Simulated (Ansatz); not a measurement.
## Run report: Ga2O3, geometry relaxation (part 3 of 3)

Continued. System: Ga2O3 (P1, 40 atoms in the cell). Method: DFT PBE, scalar-relativistic, plane waves, PAW, no spin polarisation (Ansatz 0.2.0); cutoff 420 eV, 2×2×2 k-mesh, Gaussian smearing of 0.02 eV. The structure derives from a Materials Project entry. It belongs to a series of runs on one base structure; here: the perfect supercell shaken and relaxed.

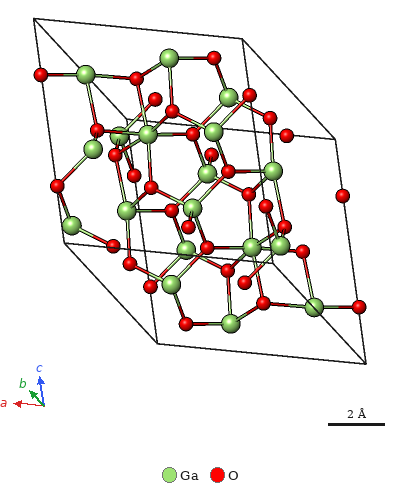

**Figure 1.** The geometry at step 5 of the log (ball-and-stick view of the cell of the calculation, seen at an oblique angle).

**Output, continued**
```
  k-point 3: bands = ["-10.7918", "-10.6473", "-10.3978", "-10.3479", "-10.1202", "-10.0253", "-9.9792", "-9.9733", "-9.9092", "-9.8597", "-9.8116", "-9.7561", "-9.7374", "-9.7032", "-9.6973", "-9.6311", "-9.5505", "-9.4885", "-9.4662", "-9.4626", "-9.4587", "-9.4178", "-9.4104", "-9.3527", "-5.4088", "-5.3930", "-5.3800", "-5.3776", "-5.3755", "-5.3592", "-5.3341", "-5.3267", "-5.3168", "-5.3040", "-5.2984", "-5.2900", "-5.2896", "-5.2883", "-5.2802", "-5.2727",
      "-5.2711", "-5.2663", "-5.2649", "-5.2577", "-5.2535", "-5.2177", "-5.2151", "-5.2121", "-5.2001", "-5.1988", "-5.1914", "-5.1855", "-5.1806", "-5.1684", "-5.1670", "-5.1633", "-5.1537", "-5.1461", "-5.1418", "-5.1392", "-5.1360", "-5.1332", "-5.1297", "-5.1104", "-5.1073", "-5.1046", "-5.0915", "-5.0876", "-5.0658", "-5.0554", "-5.0461", "-5.0447", "-5.0436", "-5.0383", "-5.0367", "-5.0190", "-5.0184", "-5.0047", "-5.0019", "-4.9957",
      "-4.9925", "-4.9845", "-4.9826", "-4.9802", "-4.9677", "-4.9604", "-4.9549", "-4.9253", "-4.8663", "-4.8652", "-4.7938", "-4.7593", "-4.7039", "-4.6905", "-4.6690", "-4.6297", "-4.5736", "-4.5244", "-4.4864", "-4.4279", "-4.4009", "-4.3606", "-4.3157", "-4.2325", "0.9443", "1.1935", "1.3012", "1.3830", "1.6839", "1.7097", "1.8444", "1.8615", "1.8758", "1.9351", "2.2106", "2.2536", "2.6542", "2.8047", "3.0724", "3.0824",
      "3.2192", "3.2840", "3.4827", "3.7623", "3.9030", "3.9984", "4.1414", "4.1778", "4.2674", "4.3041", "4.3809", "4.3967", "4.5334", "4.6505", "4.7162", "4.7295", "4.8696", "4.9590", "4.9704", "5.0736", "5.2135", "5.3223", "5.4323", "5.4541", "5.4653", "5.5668", "5.5927", "5.6175", "5.6560", "5.7582", "5.8557", "6.0438", "6.0714", "6.0882", "6.2870", "6.3341", "6.4087", "6.4153", "6.4967", "6.5024",
      "6.5981", "6.6460", "6.6822", "6.7511", "6.7816", "6.8835", "6.8924", "6.9673", "6.9917", "7.0114", "7.0116", "7.0469", "7.1168", "7.4356", "7.4432", "7.4976", "11.2916", "12.3183", "12.8036", "12.8682", "12.9955", "13.3318", "13.5013", "13.6955", "13.8299", "13.9827", "14.0597", "14.2910", "14.7374", "14.8054", "14.8225", "14.9447", "15.0529", "15.5162", "15.7957", "15.8343", "16.2147", "16.2597", "16.2631", "16.5104",
      "16.6668", "16.8458", "16.8721", "16.9409", "17.2506", "17.2635", "17.3484", "17.4329", "17.9389", "18.0184", "18.0849", "18.3587", "18.4084", "18.7002", "18.8251", "18.8846"]
--- Relaxed structure (5 steps of the walk, 5 accepted, 0 SCFs on fresh bases) ---
  F+E_penalty+E_count = -74160.48970510 eV   max|allowed force component| = 3.766e-3 eV/Å
  atoms:
    - { symbol: Ga, position: [0.6501945774518059, 0.6649508656167369, 0.6647788031569448] }
    - { symbol: Ga, position: [0.9001805840675843, 0.4149508720937928, 0.41480505341487844] }
    - { symbol: Ga, position: [0.15020777676649893, 0.1649567359296825, 0.16479320462688635] }
    - { symbol: Ga, position: [0.4002155287625482, 0.9149478724146516, 0.9147958895461754] }
    - { symbol: Ga, position: [0.5983464876114273, 0.0828434198276865, 0.08837259984165541] }
    - { symbol: Ga, position: [0.8483169395667236, 0.8328458338089663, 0.8383763535293796] }
    - { symbol: Ga, position: [0.09830331066158265, 0.5828534228831047, 0.588370396243415] }
    - { symbol: Ga, position: [0.3482960934167334, 0.33284014877035917, 0.33839321410968926] }
    - { symbol: Ga, position: [0.46408881944606034, 0.7139475405943205, 0.3314997487923526] }
    - { symbol: Ga, position: [0.7140585036981936, 0.46393291218884086, 0.08153262853361701] }
    - { symbol: Ga, position: [0.964048833652045, 0.2139307377251184, 0.8315269150709796] }
    - { symbol: Ga, position: [0.21404951066021416, 0.9639465057041235, 0.5815098064022575] }
    - { symbol: Ga, position: [0.7844120839172687, 0.0338759483703962, 0.4216741615718114] }
    - { symbol: Ga, position: [0.03443242553000676, 0.7838828790579982, 0.1716791008997685] }
    - { symbol: Ga, position: [0.2844391918603521, 0.5338610967579775, 0.9216901651669003] }
    - { symbol: Ga, position: [0.5344153410402043, 0.28387285544989727, 0.6716909026862173] }
    - { symbol: O, position: [0.4996344809979651, 0.49057230863426654, 0.7579545511768936] }
    - { symbol: O, position: [0.7495459689734936, 0.2406491701812113, 0.5078699737294198] }
    - { symbol: O, position: [-0.0004452338301044467, 0.9906615045057467, 0.25789129109443926] }
    - { symbol: O, position: [0.249583083468015, 0.7406118269664006, 0.007912474523683183] }
    - { symbol: O, position: [0.7488846429751495, 0.25719773787213496, 0.9952951144240823] }
    - { symbol: O, position: [0.9988581852804814, 0.007233825555414741, 0.7452547508332619] }
    - { symbol: O, position: [0.24885649283532985, 0.7572684826668243, 0.4952087550495803] }
    - { symbol: O, position: [0.498868809827359, 0.5072018518154444, 0.2452790056350715] }
    - { symbol: O, position: [0.4116937894115059, 0.9338563142356141, 0.1534915605443836] }
    - { symbol: O, position: [0.6616899358019511, 0.6838596752538295, 0.9035014300700728] }
    - { symbol: O, position: [0.9116693556583263, 0.4338464424852053, 0.6535083409762391] }
    - { symbol: O, position: [0.16168792669102222, 0.18386110553871773, 0.40349652375655054] }
    - { symbol: O, position: [0.8367905662853062, 0.8139628243143636, 0.599671566734646] }
    - { symbol: O, position: [0.08677872567255199, 0.5639920997729558, 0.3497077257409309] }
    - { symbol: O, position: [0.33680982680990956, 0.31395477116846804, 0.09971106816090944] }
    - { symbol: O, position: [0.586819828750939, 0.06396339212229463, 0.8497020363232155] }
    - { symbol: O, position: [0.07203551141332931, 0.5991478060770195, 0.8195941258869204] }
    - { symbol: O, position: [0.32199393183600566, 0.349068277561166, 0.5696469783302458] }
    - { symbol: O, position: [0.5719900817191805, 0.09907151475661119, 0.3196499041477311] }
    - { symbol: O, position: [0.8220235022206044, 0.8490972555476053, 0.06963061533554754] }
    - { symbol: O, position: [0.17649662204775757, 0.1487047275573713, 0.9335531109986401] }
    - { symbol: O, position: [0.4264942623472762, 0.8987046366311531, 0.6835379875689984] }
    - { symbol: O, position: [0.6765047608106993, 0.6486960613304809, 0.4335385932498995] }
    - { symbol: O, position: [0.9265210649866991, 0.39873767955604844, 0.1835344042157082] }
```

**Trajectory as extended XYZ (Å, eV, eV/Å), 2 of the 5 frames kept, from step=1 to step=5**
```
40
Lattice="-4.8291 -1.5416 -5.7152 -6.2271 4.6249 -0.0062 1.3980 6.1665 -5.7089" Properties=species:S:1:pos:R:3:forces:R:3 step=1 energy=-74159.35631
Ga   -6.3974    6.0727   -7.4758    0.5497   1.9450  -0.6699
Ga   -6.3559    3.0893   -7.5379    0.0190  -0.6185  -0.1906
Ga   -1.5016    1.5999   -1.7753   -0.4482  -0.4949  -0.2032
Ga   -6.3145    9.2959   -7.5814    0.2201  -0.5848   0.5740
Ga   -3.3395    0.0335   -3.9111    0.7875   0.0445  -0.0734
Ga   -8.0907    7.7053   -9.6201   -0.0688  -0.0943  -0.1788
Ga   -3.2994    6.1412   -3.9453    0.0951   0.8328   0.0950
Ga   -3.2694    3.1162   -3.9681   -0.3240  -0.6045   0.3611
Ga   -6.2911    4.5997   -4.5784    1.0670   0.0775   0.4700
Ga   -6.2117    1.4975   -4.5442   -0.6329   1.0877  -0.0424
Ga   -4.8302    4.5982  -10.2893   -0.7089   1.1076   0.1408
Ga   -6.2441    7.6637   -4.5882    0.5220   0.3802   1.6672
Ga   -3.4277    1.5682   -6.8719   -0.1138  -0.8019  -1.8075
Ga   -4.7511    4.6355   -1.1615   -1.2805   0.3200  -1.4767
Ga   -3.3919    7.7105   -6.8805   -0.2686  -0.0404  -0.4388
Ga   -3.4158    4.5894   -6.8912   -0.0406   0.5655  -0.2624
O    -4.3918    6.1607   -7.1906    0.1823  -0.3257   0.1970
O    -4.4212    3.0363   -7.1799   -0.3908   1.4065  -0.1413
O    -5.8596    6.2283   -1.4375    0.9435  -1.1129   0.1343
O    -5.7964    3.0902   -1.4588    0.0531   0.3552  -0.0044
O    -3.8420    6.1910   -9.8847    0.3365  -1.2198  -0.3073
O    -3.8809    3.1141   -9.9732    0.7931  -1.1138   0.3316
O    -5.2108    6.1315   -4.2338   -0.6139   0.0570  -0.2255
O    -5.2505    3.0785   -4.2027    0.1344  -0.0540  -0.4026
O    -7.5525    4.6721   -3.2345   -0.8593  -0.2302  -0.0215
O    -6.1744    7.6458   -8.9312   -0.2454   0.6579  -0.0660
O    -6.2263    4.6877   -8.9048    0.4975  -0.6776  -0.8815
O    -1.4036    3.0686   -3.2057    0.7179   0.4217  -0.7564
O    -8.3048    6.2361   -8.1933    0.1796  -0.3078  -0.1827
O    -3.4487    4.6879   -2.5190    0.0941  -0.1950   0.2058
O    -3.4073    1.6443   -2.4838   -0.4503  -0.7106  -0.4963
O    -1.9931    4.6696   -8.1830   -0.4658  -0.2657  -0.3698
O    -2.8960    7.7302   -5.1145   -0.2341  -0.2734   0.6943
O    -2.9055    4.6332   -5.0962    0.0487  -0.2384  -0.3621
O    -2.8907    1.5370   -5.2070    0.3981   0.0286   2.9959
O    -9.1485    3.0772   -5.1552    0.2001   0.3749   2.0353
O    -0.5285    6.1884   -6.3589    0.2931  -0.0080   0.1801
O    -6.6204    7.6771   -6.3136   -0.5625   0.1055  -1.6789
O    -6.6342    4.5927   -6.3791   -0.5214  -0.3871   0.8267
O    -6.7375    1.5379   -6.3353    0.0977   0.5909   0.3306
40
Lattice="-4.8291 -1.5416 -5.7152 -6.2271 4.6249 -0.0062 1.3980 6.1665 -5.7089" Properties=species:S:1:pos:R:3:forces:R:3 step=5 energy=-74160.48970
Ga   -6.3512    6.1723   -7.5153   -0.0007   0.0012  -0.0024
Ga   -6.3511    3.0893   -7.5153   -0.0017  -0.0021  -0.0023
Ga   -1.5222    1.5475   -1.8003    0.0000   0.0003  -0.0014
Ga   -6.3513    9.2557   -7.5155    0.0004   0.0001  -0.0007
Ga   -3.2818    0.0057   -3.9247    0.0036   0.0032   0.0021
Ga   -8.1108    7.7139   -9.6397    0.0012   0.0013   0.0017
Ga   -3.2817    6.1723   -3.9244   -0.0003   0.0002   0.0016
Ga   -3.2815    3.0891   -3.9245    0.0004   0.0002   0.0010
Ga   -6.2235    4.6307   -4.5493    0.0012   0.0013   0.0038
Ga   -6.2232    1.5476   -4.5493   -0.0018   0.0008   0.0011
Ga   -4.8252    4.6308  -10.2581   -0.0020   0.0008   0.0005
Ga   -6.2233    7.7141   -4.5491   -0.0008   0.0004   0.0007
Ga   -3.4095    1.5477   -6.8906    0.0004  -0.0007  -0.0012
Ga   -4.8076    4.6310   -1.1818    0.0003   0.0006  -0.0022
Ga   -3.4095    7.7142   -6.8908    0.0007  -0.0001  -0.0010
Ga   -3.4094    4.6310   -6.8907    0.0000  -0.0025  -0.0008
O    -4.4080    6.1725   -7.1856   -0.0004   0.0002   0.0017
O    -4.4082    3.0892   -7.1847    0.0009   0.0018  -0.0019
O    -5.8062    6.1727   -1.4759    0.0002  -0.0013  -0.0009
O    -5.8060    3.0893   -1.4762   -0.0017   0.0000  -0.0010
O    -3.8266    6.1725   -9.9637   -0.0022  -0.0009  -0.0002
O    -3.8268    3.0892   -9.9633   -0.0005  -0.0015   0.0000
O    -5.2250    6.1724   -4.2541    0.0018  -0.0016  -0.0020
O    -5.2246    3.0892   -4.2546   -0.0021  -0.0007  -0.0003
O    -7.5887    4.6308   -3.2350   -0.0006   0.0001   0.0000
O    -6.1907    7.7142   -8.9439    0.0007   0.0004  -0.0007
O    -6.1905    4.6309   -8.9439   -0.0008   0.0009  -0.0004
O    -1.3616    3.0893   -3.2287    0.0004   0.0018   0.0009
O    -8.2712    6.1724   -8.2109    0.0008  -0.0002  -0.0017
O    -3.4422    4.6311   -2.4959    0.0012  -0.0023  -0.0012
O    -3.4421    1.5476   -2.4961   -0.0007  -0.0017   0.0012
O    -2.0443    4.6309   -8.2050    0.0004  -0.0018   0.0011
O    -2.9330    7.7140   -5.0944    0.0011  -0.0009  -0.0009
O    -2.9323    4.6308   -5.0945   -0.0014   0.0018  -0.0004
O    -2.9323    1.5475   -5.0945   -0.0006  -0.0007   0.0010
O    -9.1597    3.0891   -5.1008    0.0002  -0.0005   0.0008
O    -0.4732    6.1724   -6.3392    0.0001  -0.0005   0.0016
O    -6.7003    7.7140   -6.3453    0.0011   0.0009   0.0000
O    -6.7003    4.6307   -6.3454    0.0003   0.0015   0.0006
O    -6.7006    1.5475   -6.3455    0.0012   0.0004   0.0024
```

**Results in brief**

| quantity | value |
| --- | --- |
| outcome | converged |
| space group (tolerance 0.01 Å) | P1 (1) → C2/m (12) |
| electrons treated | 352 |
| free energy | −74160.4897 eV |
| Fermi energy | 8.997 eV |
| gap on the k-point mesh | 2.96 eV |
| final volume | 438.55 Å³ |
| largest force (length of the vector) at the end | 0.005 eV/Å |
| final cell | a = 7.639 Å, b = 7.757 Å, c = 8.519 Å, α = 72.52°, β = 75.43°, γ = 67.19° |
| hardware | 8 threads of Arm Neoverse V1, 24 GiB of memory available, shared host |
| wall time | 56 s (CPU time 7.2 min) |
| peak memory | 2 GiB |
